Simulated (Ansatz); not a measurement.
A series of calculations on Ru

**1. Scan**

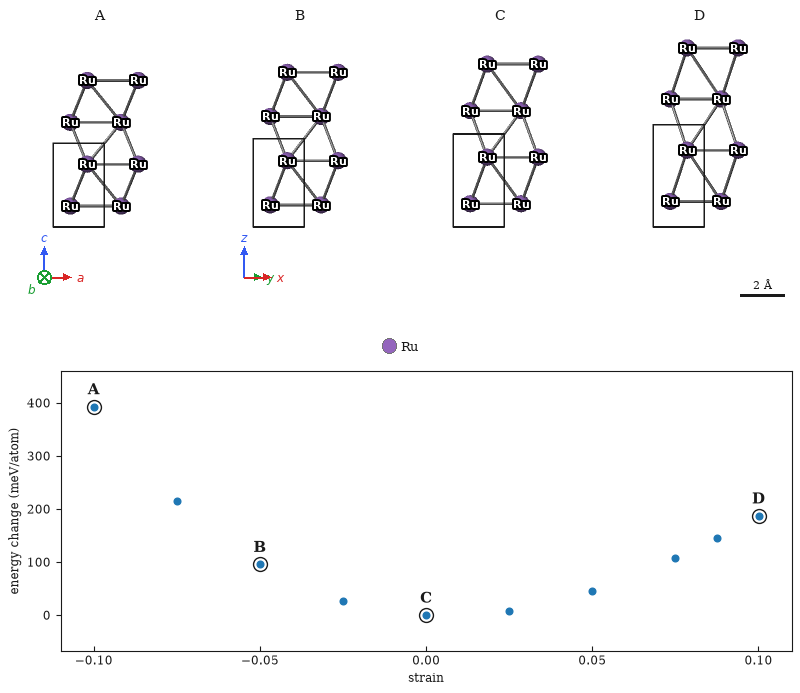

Energy scan for crystalline Ru (P6_3/mmc), in which the cell is strained along z alone, with the atoms kept at their fractional coordinates. x, y and z are the Cartesian axes of the input. The lettered frames are marked on the plot. A ball-and-stick model of the cell of the calculation, repeated 2 × 3 × 2 with one cell outlined, seen along the b axis.

Theory: Ansatz 0.2.0, DFT PBE, scalar-relativistic, plane waves, PAW. (plane-wave cutoff 420 eV; k-point mesh 24 × 24 × 12; occupations gaussian; smearing width 0.15 eV; no spin polarisation). Energies (free energies at the smearing named) are counted from the cell as listed in its source, which wasn't relaxed.

### What does the scan show?

Of the computed points the lowest is at the strain 0.00, 0 meV/atom. At the ends of the scan the energy is 393 meV/atom (−0.10) and 187 meV/atom (0.10). The unrelaxed reference is under a pressure of 4.5 GPa, which tilts the curve. The distortion keeps the space group P6_3/mmc. At the strain −0.10 the cell of the drawing goes c 4.282 → 3.854 Å.

The computed points:

| strain | energy change (meV/atom) |
| --- | --- |
| −0.1000 | 393 |
| −0.0750 | 215 |
| −0.0500 | 96 |
| −0.0250 | 27 |
| 0.0000 | 0 |
| 0.0250 | 9 |
| 0.0500 | 47 |
| 0.0750 | 108 |
| 0.0875 | 145 |
| 0.1000 | 187 |

**2. Scan**

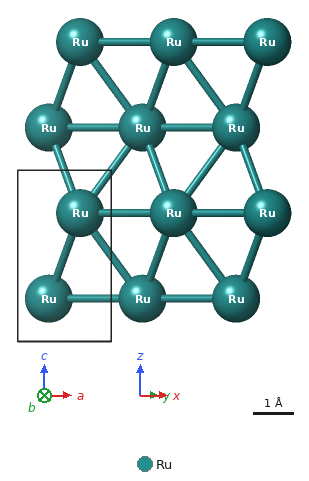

Solid Ru (P6_3/mmc): the cell is strained equally along x and y and separately along z, with the atoms kept at their fractional coordinates. x, y and z are the Cartesian axes of the input. The picture shows the reference cell. A ball-and-stick model of the cell of the calculation, repeated 3 × 3 × 2 with one cell outlined, seen along the b axis.

All numbers below come from DFT PBEsol, scalar-relativistic, plane waves, PAW in Ansatz. Set-up: plane-wave cutoff 420 eV; k-point mesh 24 × 24 × 12; occupations gaussian; smearing width 0.15 eV; no spin polarisation. Energies (free energies at the smearing named) are counted from the cell as listed in its source, which wasn't relaxed.

The input:
```yaml
crystal:
  lattice:
    - [2.7057993342, 0.0, 0.0]
    - [-1.3528996671, 2.343290961, 0.0]
    - [0.0, 0.0, 4.2819]
  atoms:
    - { symbol: Ru, position: [0.3333333333, 0.6666666667, 0.25] }
    - { symbol: Ru, position: [0.6666666667, 0.3333333333, 0.75] }
basis:
  ecutwfc: 420
kpoints:
  mp_grid: { grid: [24, 24, 12] }
hamiltonian:
  xc: pbesol
scf:
  occupations: { method: gaussian, width: 0.15 }
output:
  forces: true
  stress: true
  eigenvalues: true
```

Command:
```bash
ansatz run input.yaml --threads 1 --pin off --max-ram 2560MiB --backend cpu --events-out ev --progress --plain --runs-dir out
```

### Predict the energy profile on a grid with rows −0.080, −0.040, 0.000, 0.040, 0.080 and columns −0.080, −0.040, 0.000, 0.040, 0.080 (strain along x and y; strain along z).

Rows: strain along x and y; columns: strain along z; values in meV/atom.

```csv
,−0.080,−0.040,0.000,0.040,0.080
−0.080,950,636,481,444,487
−0.040,386,166,82,100,191
0.000,164,23,0,64,191
0.040,171,101,129,232,387
0.080,326,321,394,527,705
```

In pairs of (strain along x and y; strain along z): the lowest computed point lies at (0.000, 0.000) (0 meV/atom), the highest at (−0.080, −0.080) (950 meV/atom). The valley is tilted: raising the in-plane strain is made harder by raising the strain along z (cross term 0.35 of the geometric mean of the two curvatures). Over the ranges scanned the energy rises more along the first axis, the in-plane strain. The pressure runs from −46.8 GPa at (0.080, 0.080) to 138.0 GPa at (−0.080, −0.080).

As a map, interpolated between the computed points (dots):

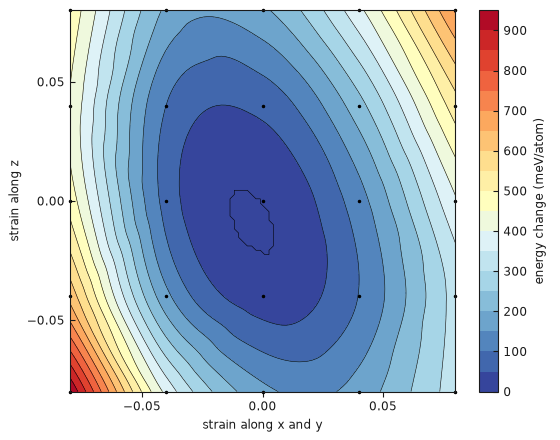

**3. Energy map**

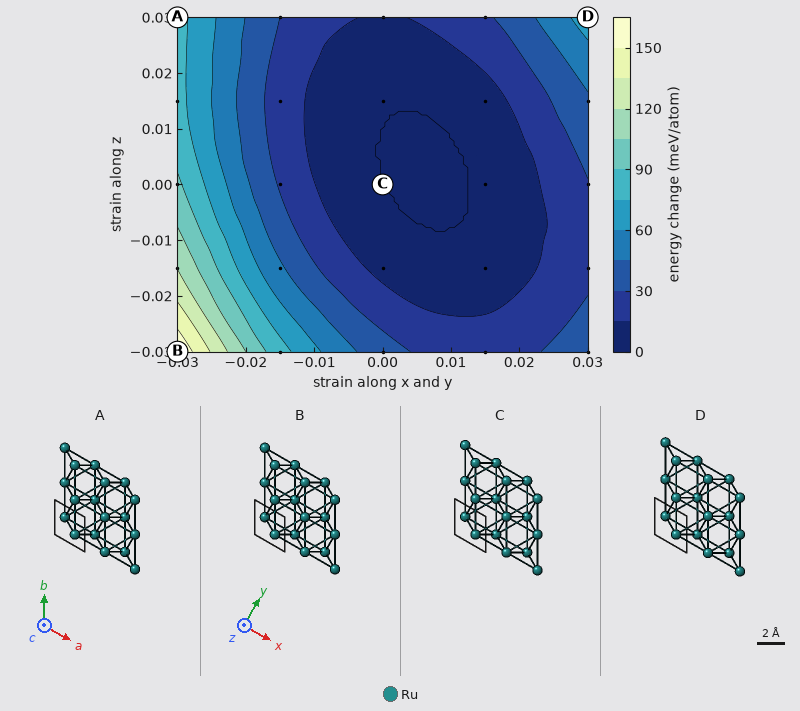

A crystal of Ru (P6_3/mmc): the cell is strained equally along x and y and separately along z, with the atoms kept at their fractional coordinates. x, y and z are the Cartesian axes of the input. The map is interpolated between the computed points (dots). The lettered frames are marked on it. The picture is a ball-and-stick view of the cell of the calculation, repeated 3 × 3 × 2 with one cell outlined, seen along the c axis.

All numbers below come from DFT PBE, scalar-relativistic, plane waves, PAW (Ansatz 0.2.0). Set-up: plane-wave cutoff 420 eV; k-point mesh 24 × 24 × 12; occupations gaussian; smearing width 0.15 eV; no spin polarisation. Energies (free energies at the smearing named) are counted from the cell as listed in its source, which wasn't relaxed.

Q: Where is the lowest point of the map, and what else does it tell?

A: In pairs of (strain along x and y; strain along z): the lowest computed point lies at (0.000, 0.000) (0.0 meV/atom), the highest at (−0.030, −0.030) (162.2 meV/atom). The valley is tilted: raising the in-plane strain is made harder by raising the strain along z (cross term 0.35 of the geometric mean of the two curvatures). Over the ranges scanned the energy rises more along the first axis, the in-plane strain. The pressure runs from −19.4 GPa at (0.030, 0.030) to 42.5 GPa at (−0.030, −0.030). The frames lie at A (−0.030, 0.030): 80.1 meV/atom, B (−0.030, −0.030): 162.2 meV/atom, C (0.000, 0.000): 0.0 meV/atom, D (0.030, 0.030): 66.8 meV/atom.
